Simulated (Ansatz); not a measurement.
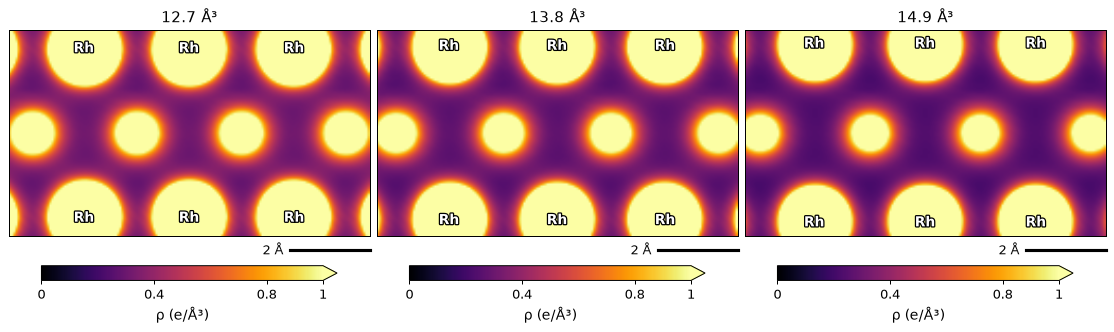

Rh. The valence electron density of cells scaled evenly to different volumes (given per atom above each panel), on the (101̄) plane of each (indices in the axes of the cell below), at one length scale and on one colour scale.

A generated structure, not necessarily the stable one; spin-polarised.

The calculation used DFT, r2SCAN, plane waves (500 eV) with PAW, scalar-relativistic (Ansatz).

The largest cell:

```
Rh
1.0
    -1.86395    1.53069    1.36530
     1.53069   -1.86395    1.36530
     3.44912    3.44912   -1.97565
Rh
2
Direct
  0.95840 0.04160 0.00000
  0.79160 0.20840 0.50000
```

| volume (Å³/atom) | Rh–Rh contact in the plane (Å) | ρ at its midpoint (e/Å³) | 
| --- | --- | --- |
| 12.67 | 2.627 | 0.418 | 
| 13.77 | 2.701 | 0.361 | 
| 14.32 | 2.737 | ? | 
| 14.87 | 2.772 | 0.313 | 

> What values belong in the row with question marks?

Over the known rows ln ρ falls by 1.99 per Å of Rh–Rh distance (a least-squares line), which gives 0.336 e/Å³ at 2.737 Å; the calculation gives 0.337 e/Å³.
